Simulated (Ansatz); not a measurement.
```
C
1.0
     3.08612    0.00000    0.00000
     0.00000    3.08612    0.00000
     0.00000    0.00000    3.08612
C
4
Direct
  0.00000 0.00000 0.00000
  0.50000 0.50000 0.00000
  0.50000 0.00000 0.50000
  0.00000 0.50000 0.50000
```

Space group Fm-3m; a generated structure, not necessarily the stable one; PAW files of the earlier set (soft_1).

All numbers below come from DFT, PBE, PAW with Ansatz's earlier generated frozen-core files (soft_1), scalar-relativistic in Ansatz.

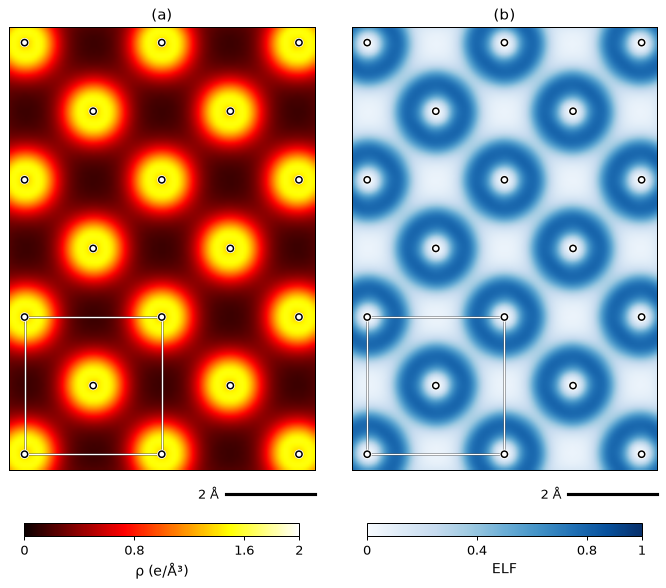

C. (a) valence charge density (pseudo); (b) ELF on the (100) plane of the conventional cell. Circles mark the nuclei in the plane (C).

**What do the fields say about this system?**

- The plane passes through C nuclei.
- C–C (2.18 Å): ρ is about 0.39 e/Å³ halfway; the ELF peaks at about 0.80 in the valence shell of C, 0.6 Å from its nucleus, and drops to about 0.35 between the two atoms.
- Between the atoms the lowest density in this plane is 0.15 e/Å³.

**Does the calculation give a band gap?**

It is gapless in this calculation (a metal or semimetal).
